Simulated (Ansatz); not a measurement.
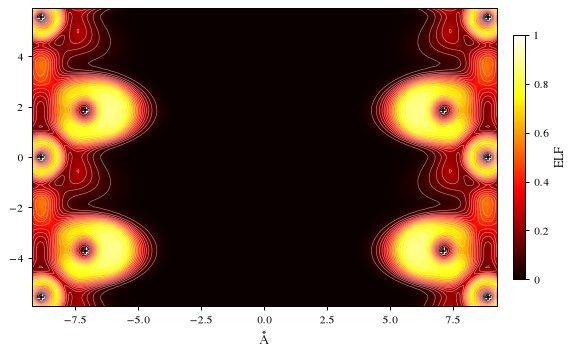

The ELF on a plane through atoms (crosses mark nuclei in the plane).

The calculation used DFT PBEsol, scalar-relativistic, plane waves, PAW (Ansatz 0.2.0).

Candidates:
A. Ta, a = 2.90 Å, b = 2.90 Å, c = 5.17 Å, α = 90.00°, β = 90.00°, γ = 120.00°. Space group P6₃/mmc; a structure from a database of computed crystals, not necessarily the ambient phase; computed pressure about −7 GPa in this cell.
B. WSe2, a = 3.21 Å, b = 3.21 Å, c = 17.75 Å, α = 90.00°, β = 90.00°, γ = 120.00°. Space group P-6m2; a structure from a database of computed crystals, not necessarily the ambient phase; not relaxed (largest force 1.2 eV/Å).

**Which candidate gave the map?**

Candidate B: WSe2 on the (110) plane of the conventional cell, which holds W and Se. W–Se (2.57 Å): the ELF is about 0.55 at the midpoint.
